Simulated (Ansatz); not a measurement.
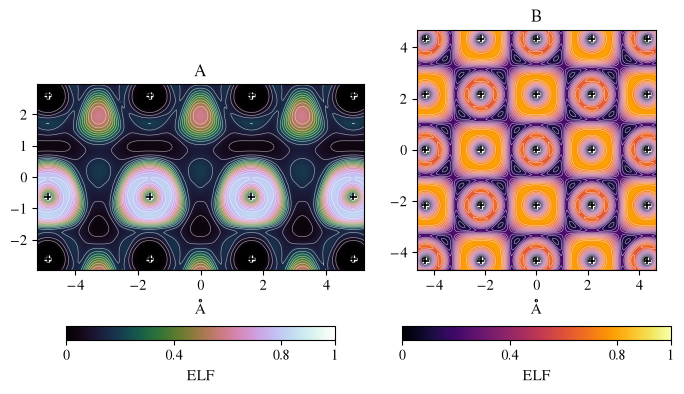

The electron localisation function of 2 systems, each on a plane through atoms (crosses mark nuclei in the plane).

Method: Kohn-Sham DFT of a periodic cell, LDA, Ansatz PAW in Ansatz.

System 1: ZnO, the (100) plane of the conventional cell. Space group P6₃mc; computed pressure about −7 GPa in this cell.

```
CELL_PARAMETERS angstrom
3.24931 0.00000 0.00000
-1.62465 2.81398 0.00000
0.00000 0.00000 5.20571
ATOMIC_POSITIONS crystal
Zn 0.66667 0.33333 0.00000
Zn 0.33333 0.66667 0.50000
O 0.33333 0.66667 0.87901
O 0.66667 0.33333 0.37901
```

System 2: TiC, the (010) plane of the conventional cell. Space group Fm-3m; a structure from a database of computed crystals, not necessarily the ambient phase; computed pressure about −13 GPa in this cell.

```
Ti C
1.0
     4.33144    0.00000    0.00000
     0.00000    4.33144    0.00000
     0.00000    0.00000    4.33144
Ti C
4 4
Direct
  0.00000 0.00000 0.00000
  0.50000 0.50000 0.00000
  0.50000 0.00000 0.50000
  0.00000 0.50000 0.50000
  0.50000 0.00000 0.00000
  0.00000 0.50000 0.00000
  0.00000 0.00000 0.50000
  0.50000 0.50000 0.50000
```

**Which map belongs to which system?**

Panel A is system 1, ZnO: the plane holds Zn and O. Zn–O (1.97 Å): the ELF peaks at about 0.85 in the valence shell of O, 0.6 Å from its nucleus, and is about 0.25 at the midpoint: no localised pair shows between them. Panel B is system 2, TiC: the plane holds Ti and C. Ti–C (2.17 Å): the ELF peaks at about 0.80 in the valence shell of C, 0.7 Å from its nucleus, and is about 0.30 at the midpoint.
